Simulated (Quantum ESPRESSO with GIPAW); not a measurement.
# 31P shielding of AlP under strain

The database entry behind the starting cell differs from later determinations by our own check (0.1 to 0.3 % short, probably kX units), so it need not match the best structure at ambient conditions.

GIPAW runs (PBEsol, plane-wave PAW from pslibrary 1.0.0 recipes, cutoffs 55 and 330 Ry, one 11×11×11 mesh for all shielding runs; Quantum ESPRESSO with GIPAW, a patched development version; no spin-orbit coupling, no macroscopic shape term) on AlP, space group F-43m before straining. The cell below is strained equally along all axes, and the atoms keep their fractional coordinates.

```xyz
2
Lattice="0.0000 2.7255 2.7255 2.7255 0.0000 2.7255 2.7255 2.7255 0.0000" Properties=species:S:1:pos:R:3 pbc="T T T"
P     1.3627    1.3627    1.3627
Al    0.0000    0.0000    0.0000
```

The cell is an entry of the Crystallography Open Database; it need not be the form that is stable at ambient conditions.

The bonds are those of P (atom 1; PAl4). One row is withheld.

```csv
strain (%),mean bond (Å),σ_iso P (ppm),σ_iso Al (ppm)
-2,2.3131,492.62,416.59
-1.5,2.3249,?,?
-1,2.3367,477.72,414.59
0,2.3604,462.02,412.63
+0.5,2.3722,453.84,411.66
+1,2.3840,445.41,410.69
+2,2.4076,427.81,408.76
```

**Task.** Fit σ_iso of P against strain, judge whether a straight line is enough, and predict the withheld row at -1.5 %.

1. With n = 6: Σx = 0.500, Σy = 2759.42, Σx² = 10.2500, Σxy = 64.990.

2. Slope b = (nΣxy − ΣxΣy)/(nΣx² − (Σx)²) = -16.16 ppm per %, intercept a = (Σy − bΣx)/n = 461.25 ppm.

3. Residuals (run less line), in the order of the table: -0.95, +0.31, +0.77, +0.67, +0.32, -1.12 ppm. They bend in one sense; the largest is 1.7 % of the range of σ, so a line serves for most purposes and a parabola takes up the rest: σ = 462.03 − 16.192 x − 0.453 x², with residuals of 0.05 ppm or less.

4. At -1.5 % (inside the fitted range) the line gives 485.49 ppm and the parabola 485.29 ppm.

5. The run gives:

```
strain (%)  mean bond (Å)  σ_iso P (ppm)  σ_iso Al (ppm)
      -1.5         2.3249         485.27          415.59
```

Prediction less run: the line misses by +0.22 ppm, the parabola by +0.02 ppm. By the parabola, a strain of +1 % changes σ of P by -16.65 ppm and one of −1 % by +15.74 ppm; the mean slope is -16.16 ppm per %, or 6.8 ppm for 0.01 Å of mean bond length. The shift moves the opposite way, scaled by the slope of a reference line. Over the table σ of Al goes from 416.59 to 408.76 ppm. Zero strain is the database's lattice, not this functional's rest cell, and neither cutoff nor mesh was tested for the slopes. The omitted shape term, common to all sites, changes with strain too. This build of gipaw.x prints that it is not audited and that its numbers are no references by themselves.

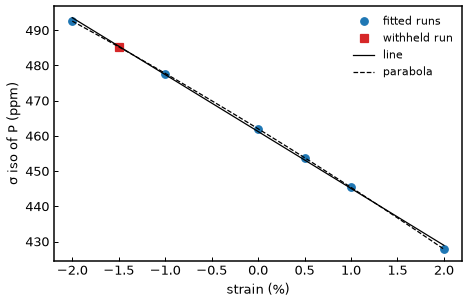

σ_iso of P against strain.

[Banner, clock, file and message-heading lines were taken out of the pw.x and gipaw.x logs.]

[Logs are printed without paths, hosts, clocks, repeated set-up lines and the standing remarks that a program may print on its own settings, such as how far it seeks lower states.]

[Hosts, paths, dates, database ids (printed as entryN), source tags and the programs' standing remarks are cut or masked in the printed files.]
